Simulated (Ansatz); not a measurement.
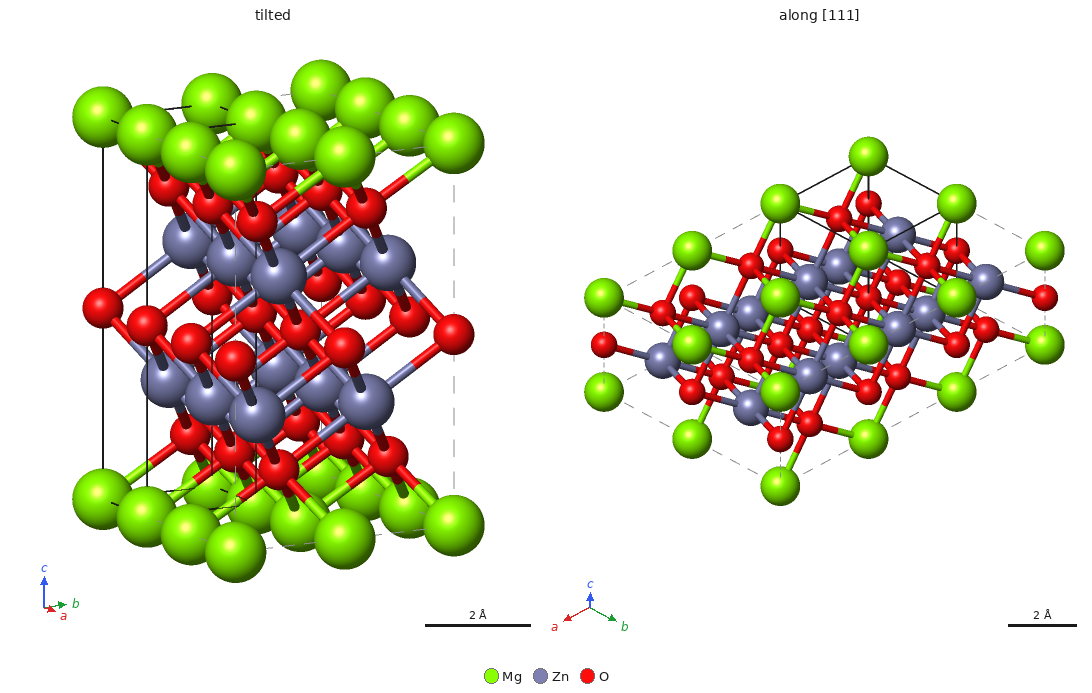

Crystal structure, ball-and-stick style, seen slightly off an axis and along [111]. The solid box is one conventional unit cell, and 3×2×1 cells are shown. Cell: a = 3.009 Å, b = 3.009 Å, c = 7.334 Å, α = 90.00°, β = 90.00°, γ = 120.00°.

Notes on the structure:

The formula is MgZn$_{2}$O$_{3}$. Space group: P-3m1 (No. 164). Lattice: primitive hexagonal. In the cell are 1 Mg, 2 Zn, 3 O, which makes 1 formula unit. About every Mg there are six O in an octahedral arrangement at about 2.1 Å. Each Zn atom is coordinated by six O in an octahedral arrangement at about 2.1 Å. O takes two kinds of site: 2d with three Mg and three Zn in an octahedral arrangement (about 2.1 Å to Mg, 2.1 Å to Zn); 1b with six Zn in an octahedral arrangement at about 2.1 Å. The bonds build a three-dimensional framework.

The model was built from a structure listed in the Materials Project. Earlier steps of the study, as a rule a relaxation of our own, may have changed the cell and positions, so they can lie some per cent off the listed ones. Ansatz was used for an electronic-structure calculation on it.
